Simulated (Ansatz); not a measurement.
## Geometry relaxation of TiC (part 3 of 3)

TiC (slab, 32 atoms in the cell); DFT PBE+D3(BJ), scalar-relativistic, plane waves, PAW, no spin polarisation (Ansatz 0.2.0); cutoff 420 eV, 3×3×1 k-mesh, Gaussian smearing of 0.1 eV. The structure derives from an entry of the Crystallography Open Database. The input holds or restrains some coordinates. Forces given for the steps count only the free coordinates. It belongs to a series of runs on one base structure; here: clean slab, lower planes held.

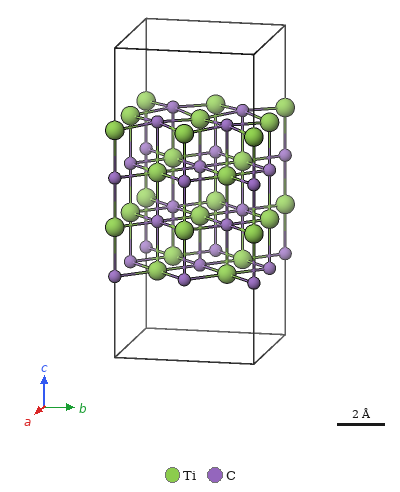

**Figure 1.** The geometry at step 3 of the log (ball-and-stick view of the cell of the calculation, with the vacuum cut short, seen slightly off an axis).

Log, continued
```
  k-point 0: bands = ["-53.3180", "-53.2835", "-53.2835", "-53.2568", "-53.2408", "-53.1852", "-53.1852", "-53.1832", "-53.1826", "-53.1826", "-53.1575", "-53.1549", "-53.0838", "-53.0649", "-53.0649", "-53.0381", "-29.8485", "-29.8485", "-29.8311", "-29.8113", "-29.8113", "-29.7318", "-29.7318", "-29.7183", "-29.6965", "-29.6940", "-29.6940", "-29.6606", "-29.6606", "-29.6271", "-29.6271", "-29.5266", "-29.5214", "-29.5214", "-29.5172", "-29.5172", "-29.5145", "-29.4933", "-29.4933", "-29.4800", "-29.4676", "-29.4473", "-29.4473", "-29.3805", "-29.3805", "-29.3780", "-29.3780", "-29.3608", "-29.3608", "-29.3467", "-29.3420", "-29.3420", "-29.3354", "-29.3354", "-29.3292", "-29.3292", "-29.3181", "-29.3181", "-29.3111", "-29.3111", "-29.1423", "-29.1423", "-29.1157", "-29.1157", "-8.8739", "-7.8838", "-7.0055", "-6.8463", "-6.7537", "-6.7255", "-6.2002", "-6.2002", "-6.1684", "-6.1684", "-6.0804", "-5.9126", "-5.4397", "-5.4397", "-5.2656", "-5.2656", "-2.1925", "-2.1925", "-2.1086", "-2.1086", "-1.2518", "-1.2518", "-1.0841", "-1.0841", "-0.3369", "-0.1374", "-0.1374", "0.1812", "0.2487", "0.2487", "0.3473", "0.3473", "0.3818", "0.3818", "0.4452", "0.4452", "0.4472", "0.4472", "0.8271", "0.8271", "0.8488", "0.8488", "0.9454", "0.9454", "1.0244", "1.0244", "1.0591", "1.0591", "1.1736", "1.2325", "1.2967", "1.7387", "2.2611", "2.2697", "2.2697", "2.4228", "2.8393", "2.8393", "2.9950", "2.9950", "3.0736", "3.0736", "3.1559", "3.2185", "3.3716", "3.6405", "3.6405", "3.7937", "4.5420", "4.5902", "4.5902", "4.8986", "4.8986", "5.0232", "5.0232", "5.1074", "5.4580", "5.4786", "5.4786", "5.5697", "5.5697", "5.6172", "5.6172", "5.6658", "5.6658", "5.8265", "6.0216", "6.0216", "6.0583", "6.1228", "6.1228", "6.1314", "6.2653", "6.2653", "6.2890", "6.2890"]
  k-point 1: bands = ["-53.3094", "-53.2922", "-53.2769", "-53.2635", "-53.2302", "-53.2058", "-53.1799", "-53.1783", "-53.1761", "-53.1757", "-53.1644", "-53.1618", "-53.0790", "-53.0696", "-53.0582", "-53.0448", "-29.8232", "-29.8224", "-29.8177", "-29.7790", "-29.7670", "-29.7366", "-29.7196", "-29.6959", "-29.6958", "-29.6822", "-29.6667", "-29.6663", "-29.6495", "-29.5941", "-29.5936", "-29.5793", "-29.5348", "-29.5225", "-29.5223", "-29.5218", "-29.4986", "-29.4901", "-29.4755", "-29.4462", "-29.4422", "-29.4356", "-29.4340", "-29.4277", "-29.4078", "-29.4010", "-29.3892", "-29.3850", "-29.3816", "-29.3799", "-29.3775", "-29.3692", "-29.3467", "-29.3464", "-29.3360", "-29.3232", "-29.3118", "-29.3091", "-29.3034", "-29.2838", "-29.2011", "-29.1809", "-29.1357", "-29.1223", "-8.4572", "-7.4904", "-7.3665", "-6.6490", "-6.6123", "-6.5837", "-6.5308", "-6.4923", "-6.3334", "-6.3032", "-5.9240", "-5.9088", "-5.7551", "-5.7322", "-5.6029", "-5.4308", "-1.7479", "-1.6890", "-1.4009", "-1.3860", "-0.9031", "-0.7403", "-0.6810", "-0.6728", "-0.4605", "-0.3852", "-0.2278", "-0.0756", "-0.0755", "0.0254", "0.4059", "0.4420", "0.4590", "0.5321", "0.6422", "0.6515", "0.6856", "0.7292", "0.7816", "0.7881", "0.8391", "0.8740", "1.0930", "1.1156", "1.1677", "1.1743", "1.2937", "1.3217", "1.3568", "1.3934", "1.4171", "1.4364", "1.5324", "1.6953", "1.7285", "1.8113", "1.9668", "1.9884", "2.0556", "2.1194", "2.2068", "2.3517", "2.6181", "2.8863", "3.7370", "3.7915", "4.0572", "4.2231", "4.3512", "4.5903", "4.6173", "4.6323", "4.6586", "4.9867", "5.0038", "5.0758", "5.1074", "5.1594", "5.2610", "5.3358", "5.4267", "5.5480", "5.6203", "5.6322", "5.6708", "5.6881", "6.0966", "6.1191", "6.1250", "6.1671", "6.1884", "6.2015", "6.2509", "6.2902", "6.3069", "6.3560"]
  k-point 2: bands = ["-53.3013", "-53.2850", "-53.2850", "-53.2707", "-53.2200", "-53.1970", "-53.1970", "-53.1777", "-53.1761", "-53.1711", "-53.1711", "-53.1625", "-53.0738", "-53.0634", "-53.0634", "-53.0510", "-29.8050", "-29.8019", "-29.8019", "-29.7667", "-29.7119", "-29.7119", "-29.6800", "-29.6769", "-29.6721", "-29.6721", "-29.6612", "-29.6119", "-29.6114", "-29.5924", "-29.5898", "-29.5898", "-29.5656", "-29.5485", "-29.5485", "-29.5190", "-29.4750", "-29.4655", "-29.4595", "-29.4572", "-29.4572", "-29.4437", "-29.4423", "-29.4402", "-29.4342", "-29.4342", "-29.4144", "-29.4144", "-29.3983", "-29.3779", "-29.3779", "-29.3625", "-29.3622", "-29.3622", "-29.3541", "-29.3458", "-29.3070", "-29.2912", "-29.2865", "-29.2865", "-29.1978", "-29.1931", "-29.1859", "-29.1859", "-8.0989", "-7.2038", "-7.2038", "-7.1610", "-6.8804", "-6.4022", "-6.4022", "-6.3876", "-6.3838", "-6.2918", "-5.9516", "-5.9355", "-5.9355", "-5.7147", "-5.7044", "-5.7044", "-1.2246", "-1.2246", "-1.1402", "-1.1402", "-0.9187", "-0.7929", "-0.5394", "-0.3397", "-0.3397", "-0.2931", "-0.2145", "-0.2145", "-0.1950", "-0.0553", "0.3777", "0.4540", "0.4540", "0.5711", "0.5711", "0.5764", "0.6466", "0.6864", "0.7443", "0.7443", "0.8206", "0.8206", "1.0545", "1.0750", "1.1063", "1.1350", "1.1402", "1.1801", "1.2069", "1.2069", "1.3395", "1.3482", "1.3482", "1.5633", "1.6114", "1.7144", "1.7144", "1.8375", "1.9215", "1.9215", "2.1132", "2.2483", "2.3881", "2.6432", "3.0609", "3.8261", "3.9086", "3.9086", "4.7198", "4.8003", "4.8789", "4.8789", "4.9001", "4.9357", "4.9381", "5.1974", "5.4849", "5.4849", "5.7364", "5.7392", "5.7392", "5.7758", "5.8175", "5.8175", "5.8736", "5.9367", "5.9461", "5.9474", "6.0993", "6.0993", "6.1384", "6.1384", "6.2692", "6.2692", "6.4472", "6.4695"]
--- Relaxed structure (5 steps of the walk, 5 accepted, 0 SCFs on fresh bases) ---
  F+E_penalty+E_count = -44039.37357198 eV   max|allowed force component| = 1.363e-2 eV/Å
  atoms:
    - { symbol: Ti, position: [0.25, 0.25, 0.35655780960000005] }
    - { symbol: Ti, position: [0.25, 0.7500000000000001, 0.35655780960000005] }
    - { symbol: Ti, position: [0.7500000000000001, 0.25, 0.35655780960000005] }
    - { symbol: Ti, position: [0.7500000000000001, 0.7500000000000001, 0.35655780960000005] }
    - { symbol: C, position: [0.5, 0.5, 0.35655780960000005] }
    - { symbol: C, position: [0.5, 0.0, 0.35655780960000005] }
    - { symbol: C, position: [0.0, 0.5, 0.35655780960000005] }
    - { symbol: C, position: [0.0, 0.0, 0.35655780960000005] }
    - { symbol: Ti, position: [0.5, 0.5, 0.4521859365] }
    - { symbol: Ti, position: [0.5, 0.0, 0.4521859365] }
    - { symbol: Ti, position: [0.0, 0.5, 0.4521859365] }
    - { symbol: Ti, position: [0.0, 0.0, 0.4521859365] }
    - { symbol: C, position: [0.7500000000000001, 0.7500000000000001, 0.4521859365] }
    - { symbol: C, position: [0.7500000000000001, 0.25, 0.4521859365] }
    - { symbol: C, position: [0.25, 0.7500000000000001, 0.4521859365] }
    - { symbol: C, position: [0.25, 0.25, 0.4521859365] }
    - { symbol: Ti, position: [0.7500000000000001, 0.7500000000000001, 0.5468691862524817] }
    - { symbol: Ti, position: [0.7500000000000001, 0.25, 0.5468691862524817] }
    - { symbol: Ti, position: [0.25, 0.7500000000000001, 0.5468691862524817] }
    - { symbol: Ti, position: [0.25, 0.25, 0.5468691862524817] }
    - { symbol: C, position: [8.529003291537117e-35, 3.570280447620189e-35, 0.5476255675670545] }
    - { symbol: C, position: [1.170258591164395e-34, 0.5, 0.5476255675670545] }
    - { symbol: C, position: [0.5, 1.2297632652913984e-34, 0.5476255675670545] }
    - { symbol: C, position: [0.5, 0.5, 0.5476255675670545] }
    - { symbol: Ti, position: [1.3329047004448704e-33, 1.4281121790480755e-34, 0.6402363838804287] }
    - { symbol: Ti, position: [5.395090454181618e-34, 0.5, 0.6402363838804287] }
    - { symbol: Ti, position: [0.5, 2.0628287030694425e-34, 0.6402363838804287] }
    - { symbol: Ti, position: [0.5, 0.5, 0.6402363838804287] }
    - { symbol: C, position: [0.25, 0.25, 0.6458485905579505] }
    - { symbol: C, position: [0.25, 0.7500000000000001, 0.6458485905579505] }
    - { symbol: C, position: [0.7500000000000001, 0.25, 0.6458485905579505] }
    - { symbol: C, position: [0.7500000000000001, 0.7500000000000001, 0.6458485905579505] }
```

Trajectory as extended XYZ (Å, eV, eV/Å), 3 of the 5 frames kept, from step=1 to step=5
```
32
Lattice="6.0686 0.0000 0.0000 0.0000 6.0686 0.0000 0.0000 0.0000 22.4368" Properties=species:S:1:pos:R:3:forces:R:3 step=1 energy=-44039.02712
Ti    1.5172    1.5172    8.0000    0.0000   0.0000   1.4348
Ti    1.5172    4.5515    8.0000    0.0000   0.0000   1.4348
Ti    4.5515    1.5172    8.0000    0.0000   0.0000   1.4348
Ti    4.5515    4.5515    8.0000    0.0000   0.0000   1.4348
C     3.0343    3.0343    8.0000    0.0000   0.0000  -1.1129
C     3.0343    0.0000    8.0000    0.0000   0.0000  -1.1129
C     0.0000    3.0343    8.0000    0.0000   0.0000  -1.1129
C     0.0000    0.0000    8.0000    0.0000   0.0000  -1.1129
Ti    3.0343    3.0343   10.1456    0.0000   0.0000   0.2678
Ti    3.0343    0.0000   10.1456    0.0000   0.0000   0.2678
Ti    0.0000    3.0343   10.1456    0.0000   0.0000   0.2678
Ti    0.0000    0.0000   10.1456    0.0000   0.0000   0.2678
C     4.5515    4.5515   10.1456    0.0000   0.0000  -0.4472
C     4.5515    1.5172   10.1456    0.0000   0.0000  -0.4472
C     1.5172    4.5515   10.1456    0.0000   0.0000  -0.4472
C     1.5172    1.5172   10.1456    0.0000   0.0000  -0.4472
Ti    4.5515    4.5515   12.2912    0.0000   0.0000  -0.2678
Ti    4.5515    1.5172   12.2912    0.0000   0.0000  -0.2678
Ti    1.5172    4.5515   12.2912    0.0000   0.0000  -0.2678
Ti    1.5172    1.5172   12.2912    0.0000   0.0000  -0.2678
C     0.0000    0.0000   12.2912    0.0000   0.0000   0.4472
C     0.0000    3.0343   12.2912    0.0000   0.0000   0.4472
C     3.0343    0.0000   12.2912    0.0000   0.0000   0.4472
C     3.0343    3.0343   12.2912    0.0000   0.0000   0.4472
Ti    0.0000    0.0000   14.4368    0.0000   0.0000  -1.4348
Ti    0.0000    3.0343   14.4368    0.0000   0.0000  -1.4348
Ti    3.0343    0.0000   14.4368    0.0000   0.0000  -1.4348
Ti    3.0343    3.0343   14.4368    0.0000   0.0000  -1.4348
C     1.5172    1.5172   14.4368    0.0000   0.0000   1.1129
C     1.5172    4.5515   14.4368    0.0000   0.0000   1.1129
C     4.5515    1.5172   14.4368    0.0000   0.0000   1.1129
C     4.5515    4.5515   14.4368    0.0000   0.0000   1.1129
32
Lattice="6.0686 0.0000 0.0000 0.0000 6.0686 0.0000 0.0000 0.0000 22.4368" Properties=species:S:1:pos:R:3:forces:R:3 step=3 energy=-44039.37061
Ti    1.5172    1.5172    8.0000    0.0000   0.0000   1.5173
Ti    1.5172    4.5515    8.0000    0.0000   0.0000   1.5173
Ti    4.5515    1.5172    8.0000    0.0000   0.0000   1.5173
Ti    4.5515    4.5515    8.0000    0.0000   0.0000   1.5173
C     3.0343    3.0343    8.0000    0.0000   0.0000  -1.2193
C     3.0343    0.0000    8.0000    0.0000   0.0000  -1.2193
C     0.0000    3.0343    8.0000    0.0000   0.0000  -1.2193
C     0.0000    0.0000    8.0000    0.0000   0.0000  -1.2193
Ti    3.0343    3.0343   10.1456    0.0000   0.0000   0.1574
Ti    3.0343    0.0000   10.1456    0.0000   0.0000   0.1574
Ti    0.0000    3.0343   10.1456    0.0000   0.0000   0.1574
Ti    0.0000    0.0000   10.1456    0.0000   0.0000   0.1574
C     4.5515    4.5515   10.1456    0.0000   0.0000  -0.4365
C     4.5515    1.5172   10.1456    0.0000   0.0000  -0.4365
C     1.5172    4.5515   10.1456    0.0000   0.0000  -0.4365
C     1.5172    1.5172   10.1456    0.0000   0.0000  -0.4365
Ti    4.5515    4.5515   12.2768    0.0000   0.0000  -0.1513
Ti    4.5515    1.5172   12.2768    0.0000   0.0000  -0.1513
Ti    1.5172    4.5515   12.2768    0.0000   0.0000  -0.1513
Ti    1.5172    1.5172   12.2768    0.0000   0.0000  -0.1513
C     0.0000    0.0000   12.2835    0.0000   0.0000   0.0776
C     0.0000    3.0343   12.2835    0.0000   0.0000   0.0776
C     3.0343    0.0000   12.2835    0.0000   0.0000   0.0776
C     3.0343    3.0343   12.2835    0.0000   0.0000   0.0776
Ti    0.0000    0.0000   14.3622    0.0000   0.0000   0.0028
Ti    0.0000    3.0343   14.3622    0.0000   0.0000   0.0028
Ti    3.0343    0.0000   14.3622    0.0000   0.0000   0.0028
Ti    3.0343    3.0343   14.3622    0.0000   0.0000   0.0028
C     1.5172    1.5172   14.4841    0.0000   0.0000   0.0522
C     1.5172    4.5515   14.4841    0.0000   0.0000   0.0522
C     4.5515    1.5172   14.4841    0.0000   0.0000   0.0522
C     4.5515    4.5515   14.4841    0.0000   0.0000   0.0522
32
Lattice="6.0686 0.0000 0.0000 0.0000 6.0686 0.0000 0.0000 0.0000 22.4368" Properties=species:S:1:pos:R:3:forces:R:3 step=5 energy=-44039.37357
Ti    1.5172    1.5172    8.0000    0.0000   0.0000   1.5145
Ti    1.5172    4.5515    8.0000    0.0000   0.0000   1.5145
Ti    4.5515    1.5172    8.0000    0.0000   0.0000   1.5145
Ti    4.5515    4.5515    8.0000    0.0000   0.0000   1.5145
C     3.0343    3.0343    8.0000    0.0000   0.0000  -1.2125
C     3.0343    0.0000    8.0000    0.0000   0.0000  -1.2125
C     0.0000    3.0343    8.0000    0.0000   0.0000  -1.2125
C     0.0000    0.0000    8.0000    0.0000   0.0000  -1.2125
Ti    3.0343    3.0343   10.1456    0.0000   0.0000   0.1472
Ti    3.0343    0.0000   10.1456    0.0000   0.0000   0.1472
Ti    0.0000    3.0343   10.1456    0.0000   0.0000   0.1472
Ti    0.0000    0.0000   10.1456    0.0000   0.0000   0.1472
C     4.5515    4.5515   10.1456    0.0000   0.0000  -0.4571
C     4.5515    1.5172   10.1456    0.0000   0.0000  -0.4571
C     1.5172    4.5515   10.1456    0.0000   0.0000  -0.4571
C     1.5172    1.5172   10.1456    0.0000   0.0000  -0.4571
Ti    4.5515    4.5515   12.2700    0.0000   0.0000   0.0136
Ti    4.5515    1.5172   12.2700    0.0000   0.0000   0.0136
Ti    1.5172    4.5515   12.2700    0.0000   0.0000   0.0136
Ti    1.5172    1.5172   12.2700    0.0000   0.0000   0.0136
C     0.0000    0.0000   12.2869    0.0000   0.0000  -0.0058
C     0.0000    3.0343   12.2869    0.0000   0.0000  -0.0058
C     3.0343    0.0000   12.2869    0.0000   0.0000  -0.0058
C     3.0343    3.0343   12.2869    0.0000   0.0000  -0.0058
Ti    0.0000    0.0000   14.3648    0.0000   0.0000   0.0132
Ti    0.0000    3.0343   14.3648    0.0000   0.0000   0.0132
Ti    3.0343    0.0000   14.3648    0.0000   0.0000   0.0132
Ti    3.0343    3.0343   14.3648    0.0000   0.0000   0.0132
C     1.5172    1.5172   14.4907    0.0000   0.0000  -0.0132
C     1.5172    4.5515   14.4907    0.0000   0.0000  -0.0132
C     4.5515    1.5172   14.4907    0.0000   0.0000  -0.0132
C     4.5515    4.5515   14.4907    0.0000   0.0000  -0.0132
```

Results in brief

- outcome: converged under the restraints of the input
- electrons treated: 256
- free energy: −44039.3736 eV
- work function, top face: 4.56 eV
- work function, bottom face: 4.11 eV
- Fermi energy: 3.094 eV
- gap on the k-point mesh: none (metallic)
- final volume: 826.31 Å³
- work function (upper face): 4.56 eV
- largest force (length of the vector) at the end, held atoms and coordinates included: 1.514 eV/Å
- hardware: 4 threads of AMD EPYC (Zen 3), 32 GiB of memory available, shared host
- wall time: 49 s (CPU time 3.2 min)
- peak memory: 1.9 GiB

Remarks

Warnings of the run: the exchange-correlation potential is rough where the density is thin.
